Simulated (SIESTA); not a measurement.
## HfO2: 7 runs along one coordinate

System: HfO2 (P2₁2₁2, 12 atoms in the cell).
Method: Kohn-Sham DFT of a periodic cell, LDA, PseudoDojo 0.4 standard, converted to PSML, no spin polarisation (SIESTA 5.4.2).

The 7 runs differ only in the geometry, by an even scaling of the cell at fixed fractional positions. The structure derives from a Materials Project entry.

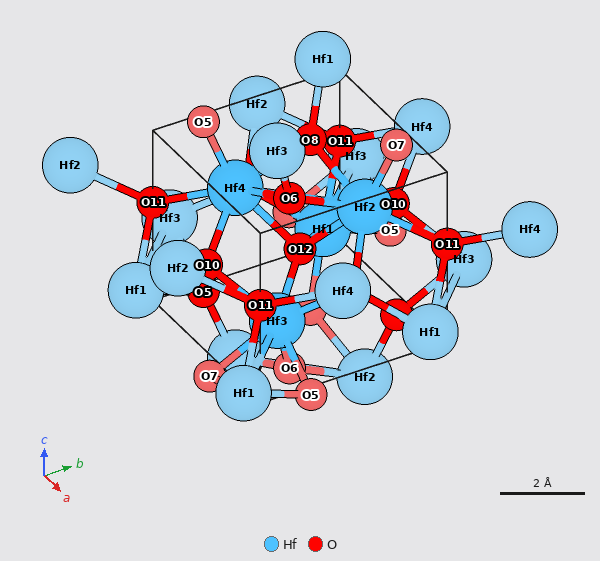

Figure 1. The structure of run 4 (ball-and-stick view of the cell of the calculation, seen at an oblique angle; neighbours outside the cell are drawn fainter; atoms are numbered from 1 in the order of the input). An atom can appear more than once, as a periodic image.

**Input of run 4**
```
SystemName                      HfO2
SystemLabel                     HfO2
NumberOfSpecies                 2
NumberOfAtoms                   12
%block ChemicalSpeciesLabel
  1  72 Hf
  2   8 O
%endblock ChemicalSpeciesLabel

LatticeConstant                 1.0 Ang
%block LatticeVectors
     5.0803194000     0.0000000000     0.0000000000
     0.0000000000     5.1648674500     0.0000000000
     0.0000000000     0.0000000000     4.8908836500
%endblock LatticeVectors
AtomicCoordinatesFormat         Fractional
%block AtomicCoordinatesAndAtomicSpecies
     0.2225908200     0.7817995800     0.2720679400  1  Hf
     0.7225908200     0.7182004200     0.7279320600  1  Hf
     0.7774091800     0.2182004200     0.2720679400  1  Hf
     0.2774091800     0.2817995800     0.7279320600  1  Hf
     0.1868153200     0.1636487800     0.1045346200  2  O
     0.6868153200     0.3363512200     0.8954653800  2  O
     0.8131846800     0.8363512200     0.1045346200  2  O
     0.3131846800     0.6636487800     0.8954653800  2  O
     0.0000000000     0.5000000000     0.4890544500  2  O
     0.5000000000     0.0000000000     0.5109455500  2  O
     0.0000000000     0.0000000000     0.5756249900  2  O
     0.5000000000     0.5000000000     0.4243750100  2  O
%endblock AtomicCoordinatesAndAtomicSpecies

%block kgrid.MonkhorstPack
    4   0   0  0.0
    0   4   0  0.0
    0   0   4  0.0
%endblock kgrid.MonkhorstPack
XC.Functional                   LDA
XC.Authors                      PW92
PAO.BasisSize                   DZP
PAO.EnergyShift                 0.003 Ry
Mesh.Cutoff                     800 Ry
OccupationFunction              FD
ElectronicTemperature           0.05 eV
MaxSCFIterations                120
SCF.MustConverge                false
SCF.Mixer.Method                Pulay
SCF.Mixer.Weight                0.25
SCF.Mixer.History               8
SCF.DM.Tolerance                5.0e-05
SCF.H.Tolerance                 1.0e-03 eV
WriteForces                     true
Charge.Mulliken                 end
%block PAO.Basis
  Hf 5
  n=5 0 2
    3.241 0.000
  n=6 0 2
    8.098 0.000
  n=5 1 2
    3.929 0.000
  n=6 1 1
    8.098
  n=5 2 2
    7.811 0.000
%endblock PAO.Basis
```

Command:
```bash
siesta HfO2.fdf > HfO2.out 2>&1
```

Lattice vectors (Å) and fractional positions of run 4:
```
   5.080319    0.000000    0.000000
   0.000000    5.164867    0.000000
   0.000000    0.000000    4.890884
Hf  0.222591  0.781800  0.272068
Hf  0.722591  0.718200  0.727932
Hf  0.777409  0.218200  0.272068
Hf  0.277409  0.281800  0.727932
O   0.186815  0.163649  0.104535
O   0.686815  0.336351  0.895465
O   0.813185  0.836351  0.104535
O   0.313185  0.663649  0.895465
O   0.000000  0.500000  0.489054
O   0.500000  0.000000  0.510946
O   0.000000  0.000000  0.575625
O   0.500000  0.500000  0.424375
```

Run 3 differs from it as follows:
```diff
-     5.0803194000     0.0000000000     0.0000000000
-     0.0000000000     5.1648674500     0.0000000000
-     0.0000000000     0.0000000000     4.8908836500
+     5.0462222693     0.0000000000     0.0000000000
+     0.0000000000     5.1302028656     0.0000000000
+     0.0000000000     0.0000000000     4.8580579385
```

**Results, with one run withheld**

| run | volume per atom (Å³) | free energy per atom, from the lowest run given (meV) | pressure (GPa) | gap on the mesh (eV) |
| --- | --- | --- | --- | --- |
| 1 | 10.053 | 18.76 | 14.50 | 3.64 |
| 2 | 10.267 | 4.09 | 7.61 | 3.59 |
| 3 | 10.481 | ? | ? | ? |
| 4 | 10.694 | 0.00 | −4.11 | 3.48 |
| 5 | 10.908 | 8.88 | −9.09 | 3.43 |
| 6 | 11.122 | 24.07 | −13.56 | 3.38 |
| 7 | 11.336 | 44.93 | −17.59 | 3.33 |

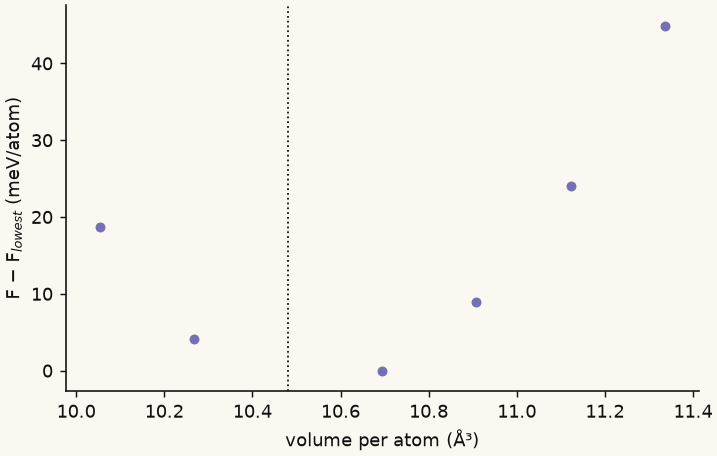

Figure 2. Free energy per atom of the runs given; the dotted line marks run 3.

Fit the runs given and predict run 3.

A cubic polynomial in V^(−2/3) (the Birch–Murnaghan form), fitted to the 6 runs given, misses them by under 0.01 meV per atom. With x = V^(−2/3) − 0.20576 Å⁻², it reads F = 0.54939 − 2244 x + 4.7671e+05 x² + 3.6851e+05 x³ (meV per atom). At run 3 it gives −1.86 meV per atom, and the run itself gives −1.86. The slope of the fit gives a pressure −dF/dV of 1.42 GPa there, and the run prints 1.44 GPa. The fit has its minimum at 10.533 Å³ per atom, where V d²F/dV² gives 281 GPa. Cell shape and fractional positions are held, so this is the stiffness under even scaling; the relaxed bulk modulus wasn't computed. The gap on the mesh goes, without turning, from 3.64 eV in run 1 to 3.33 eV in run 7; run 3 has 3.54 eV. These are gaps of this functional on this mesh, which can miss the band edges; they aren't the measured gap.

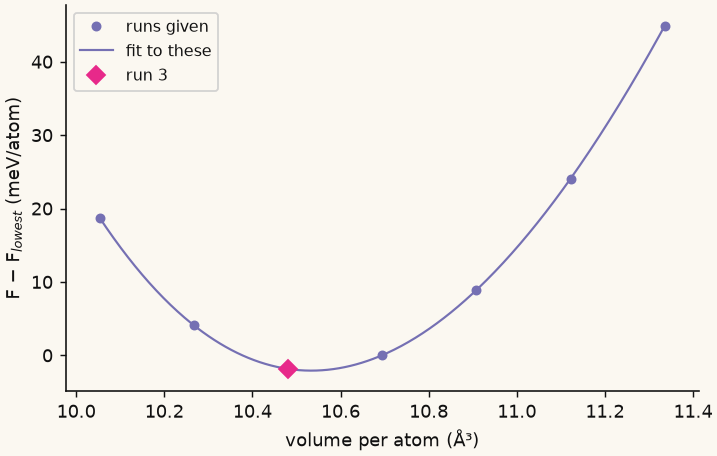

Figure 3. The fit and the withheld run.

**Some lines of the output (run 3)**
```
[...]
outcell: Cell volume (Ang**3)        :    125.7661
stepf: Fermi-Dirac step function
siesta: Etot    =     -9730.890053
siesta: FreeEng =     -9730.890053
        iscf     Eharris(eV)        E_KS(eV)     FreeEng(eV)     dDmax    Ef(eV) dHmax(eV)
siesta: E_KS(eV) =            -9759.6137
siesta: E_KS - E_eggbox =     -9759.6137
siesta: Etot    =     -9759.613686
siesta: FreeEng =     -9759.613686
siesta:         Fermi =      -5.957267
siesta: Cell volume =        125.766103 Ang**3
    Orbital volume contribution        =           8.336090 eV
```

Notes: Points of doubt noted for this run: mulliken charges of long orbitals. Spin–orbit coupling is left out, which matters for Hf. With a small basis of atomic orbitals these values can differ much from converged plane-wave results.
